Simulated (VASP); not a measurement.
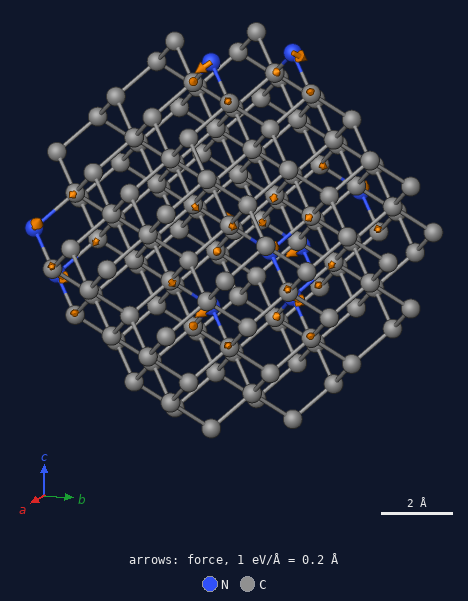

Starting geometry of a defect cell of composition C$_{20}$N with the computed forces as orange arrows. A ball-and-stick model of the atoms within 5.8 Å of the atom that moves most (axes of the cell of the calculation (origin shifted)), seen slightly off an axis.

The run lets the atoms move in a fixed cell.

Computed with VASP 6.6.1, Kohn-Sham DFT of a periodic cell, PBE, VASP PAW PBE potentials, recommended.

The input:
```
SYSTEM = C20N
ALGO = Normal
EDIFF = 1E-5
EDIFFG = -0.01
ENCUT = 420
GGA = PE
IBRION = 2
ISIF = 2
ISMEAR = 0
ISPIN = 2
ISYM = 0
LASPH = .True.
LCHARG = .False.
LORBIT = 11
LREAL = Auto
LWAVE = .False.
MAGMOM = 0 0 0 0 0 0 0 0 0 0 0 0 0 0 0 0 0 0 0 0 0 0 0 0 0 0 0 0 0 0 0 0 0 0 0 0 0 0 0 0 0 0 0 0 0 0 0 0 0 0 0 0 0 0 1 0 0 0 0 0 0 0 0
NCORE = 4
NELECT = 255
NELM = 100
NSW = 40
NUPDOWN = 1
PREC = Accurate
SIGMA = 0.01
```

Launched with:
```bash
cat potpaw_PBE.64/N/POTCAR potpaw_PBE.64/C/POTCAR > POTCAR
mpirun -np 8 vasp_gam > vasp.out
```

### Is this structure relaxed? If not, where do the atoms go?

It isn't relaxed: the largest force vector, on a C atom, is 3.60 eV/Å. The atoms end up moving mostly along the starting forces (cosine between the two patterns 0.94). The atom that moves furthest is a C atom (0.16 Å along [−1 −1 1]). By element the largest moves are C 0.16 Å, N 0.13 Å. The lattice vectors keep their values. Near-neighbour distances that change, for instance: C–N 1.547 → 1.473 Å, C–C 1.547 → 1.485 Å, C–C 1.547 → 1.568 Å, C–C 1.547 → 1.534 Å. Bond angles that change, for instance: C–C–C 109.5° → 114.8°, C–C–C 109.5° → 104.3°, C–N–C 109.5° → 113.5°. Over 13 geometry steps the energy falls by 1.229 eV per cell of the calculation. The largest force component goes from 2.1 to 0.0037 eV/Å. It ran on 8 threads of Intel(R) Xeon(R) Platinum 8559C (Emerald Rapids), on a shared host.

Limits of the set-up: the periodic images lie only 7.1 Å apart, so the values are limited by the cell's size.
